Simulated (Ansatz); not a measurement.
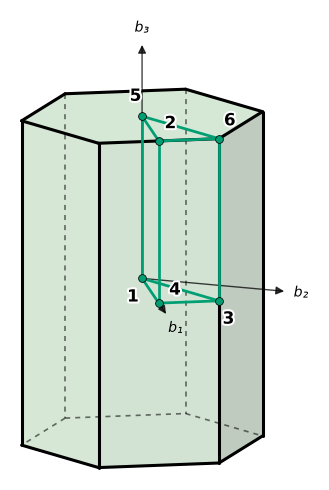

For Mo, coordinates from a relaxation with DFT PBEsol, scalar-relativistic, plane waves, PAW in Ansatz; the starting structure was generated, so it need not be a known form of this composition: the first Brillouin zone of a primitive hexagonal lattice (hP; extended symbol hP2) is drawn with its special points numbered. The drawing is computed from the coordinates (standard cell, symmetry found to 0.002 Å).

a = 4.621 Å, b = 4.621 Å, c = 2.533 Å, α = 90.00°, β = 90.00°, γ = 120.00°.

Labels and path follow the convention of Hinuma et al. (2017), as computed by seekpath; the arrows show the directions of the reciprocal primitive vectors b₁, b₂, b₃, in which coordinates are given.

Q: Which special point is each number?

A:
| no. | label | coordinates |
| --- | --- | --- |
| 1 | Γ | (0, 0, 0) |
| 2 | L | (1/2, 0, 1/2) |
| 3 | K | (1/3, 1/3, 0) |
| 4 | M | (1/2, 0, 0) |
| 5 | A | (0, 0, 1/2) |
| 6 | H | (1/3, 1/3, 1/2) |
